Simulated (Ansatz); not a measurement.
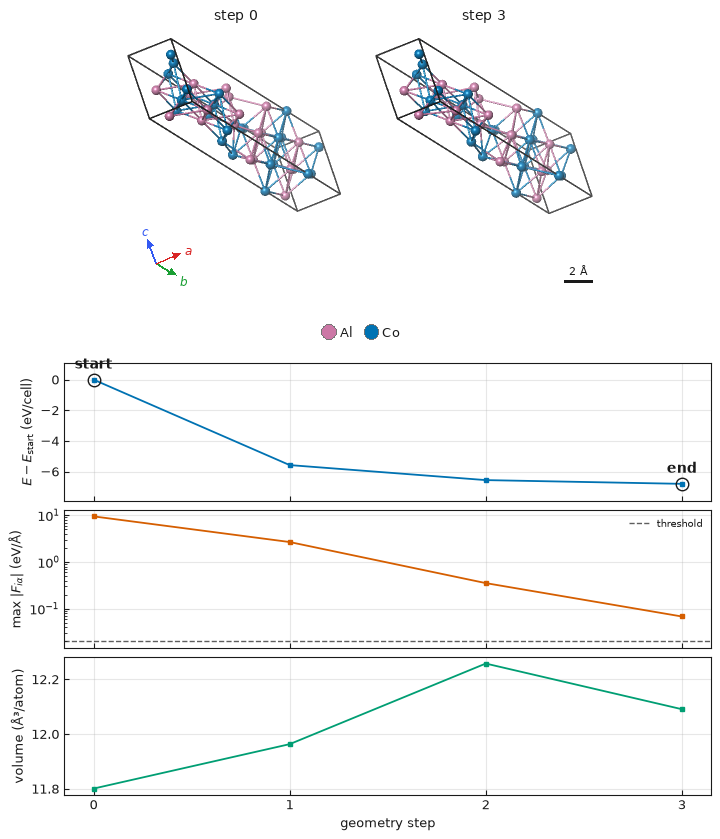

First and last geometry of a relaxation of an interface cell of composition AlCo, with the history of the run. A ball-and-stick model of the cell of the calculation, reduced to other axes (origin shifted), seen from a free direction. Lengths and directions refer to the drawn axes.

Case: symmetric tilt boundary Sigma 9 (2 2 1), mirror between planes, shift [0, 0.5].

Method: DFT PBE, scalar-relativistic, plane waves, PAW (Ansatz). Set-up: plane-wave cutoff 420 eV; k-point mesh 10 × 10 × 2; occupations gaussian; smearing width 0.1 eV; no spin polarisation; cell relaxed at fixed a, b, alpha, beta, gamma; force threshold 0.02 eV/Å; at most 60 steps.

> Read the history and describe the run.

The run was cut off at its time limit before the relaxation converged, so the last structure is only a point on the way. After 3 geometry steps the energy has fallen by 6.800 eV per cell of the calculation. Largest force component: 9.5 eV/Å at the start, 0.068 eV/Å at the end. Pressure: 8.57 GPa at the start and 0.63 GPa at the end. The largest moves relative to the cell, 0.31 Å, are those of Al atoms. Largest moves by element: Al 0.31 Å, Co 0.26 Å. The volume changes by +2.5 %, with a unchanged at 4.033 Å, b 17.411 → 17.839 Å (+2.5 %), c unchanged at 6.377 Å. Near-neighbour distances that change, for instance: Al–Al 1.904 → 2.463 Å, Co–Co 1.898 → 2.273 Å, Co–Co 2.745 → 2.982 Å, Al–Co 2.470 → 2.682 Å.

```json
{"step": "0", "E − E(0), meV/atom": "0.00", "largest force component, eV/Å": "9.4978", "pressure, GPa": "8.57", "volume, Å³/atom": "11.801"}
{"step": "1", "E − E(0), meV/atom": "-154.88", "largest force component, eV/Å": "2.6824", "pressure, GPa": "2.99", "volume, Å³/atom": "11.963"}
{"step": "2", "E − E(0), meV/atom": "-182.11", "largest force component, eV/Å": "0.3544", "pressure, GPa": "-1.08", "volume, Å³/atom": "12.258"}
{"step": "3", "E − E(0), meV/atom": "-188.89", "largest force component, eV/Å": "0.0684", "pressure, GPa": "0.63", "volume, Å³/atom": "12.091"}
```

Limits of the set-up: an element that often carries a moment was run without spin polarisation.
